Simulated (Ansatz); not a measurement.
# Does disorder add resistance in series? Pt(111) layers with 12.5 % Rh

Two lengths of the disordered region are known. What area resistance does the third give?

Set-up. Ansatz 0.2.0, plane waves with PAW datasets at their recommended cutoffs (420 eV for most), Fermi-Dirac smearing; ballistic transmission by layer matching. The area resistance is RA = A (h/2e²)(1/T − 1/N), with T the zone-mean transmission per spin and N the lead's channels, both averaged over a few energies near the Fermi level; for magnets each spin is taken apart, with h/e², and the two conduct in parallel. Lateral cell 2x2, PBE, a fresh random draw for each length.

The runs, with one result withheld:

```
length (Å)  channels N  RA (fΩ m²)
      9.06       6.753       0.102
      18.1       6.713       0.127
      27.2       6.713           ?
```

Worked fit:

Ohm's law makes RA linear in the length: the slope is (0.127 − 0.102)/(18.1 − 9.06) = 2.74×10⁻³ fΩ m² per Å, or 2.7 µΩ cm. Then 0.127 + 2.74×10⁻³ × 9.06. Predicted: 0.152 fΩ m².

**The withheld run.**

0.185 fΩ m², so the prediction is 18 % too low. The three lengths together give 4.6 µΩ cm. Single draws scatter; these runs don't part the causes of the miss, and leave the question open.

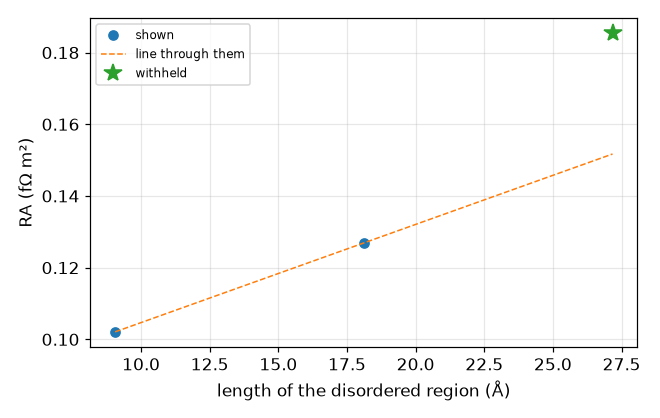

Area resistance against length.

Caveats: The scatterers repeat sideways with the small cell. The slope is a raw one; a model of isotropic scattering puts it 1.12 times the bulk value over these lengths. Atoms sit unrelaxed on the host's lattice, and the pair may not mix at random in practice. Spin-orbit coupling is left out, which matters for Pt.

[Logs are printed without paths, hosts, clocks, repeated set-up lines and the standing remarks that a program may print on its own settings, such as how far it seeks lower states.]
